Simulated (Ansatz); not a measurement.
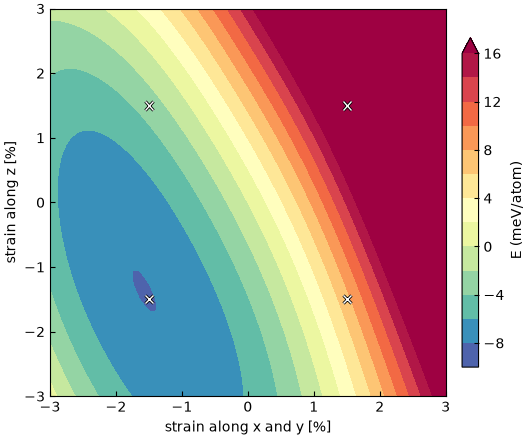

Energy landscape of Sc (Fm-3m, No. 225; 1 atom in the cell). 
- The cell is strained homogeneously, by one strain along x and y and another along z, with fractional coordinates fixed (x, y and z along the cube axes).
- Coordinates scanned: (1) strain along x and y; (2) strain along z.
- The scan uses a 5 × 5 grid. At 4 points there is no value.
- All energies are given in meV/atom relative to the unstrained cell.
- The reference cell is the one listed in the database, not relaxed at this level.
- Theory: DFT LDA, scalar-relativistic, plane waves, PAW in Ansatz 0.2.0. Settings: cutoff 420 eV, k-mesh 18×18×18, gaussian smearing 0.15 eV, no spin polarisation.

Drawn: filled contours, crosses at grid points without a value, one colour for all values above the top of the scale. Between grid points the surface is interpolated. 

Describe this landscape.

The lowest grid point is at strain along x and y = −1.5 %, strain along z = 0.0 %, −6.8 meV/atom from the unstrained cell. The smooth surface has its minimum beside a grid point that was not computed. The energy also falls towards the edge at strain along x and y = −1.5 %, strain along z = −3.0 % (0.1 meV/atom above the lowest), where a further well may lie outside the range. The highest grid point, strain along x and y = 3.0 %, strain along z = 3.0 %, lies 67.3 meV/atom above the lowest.
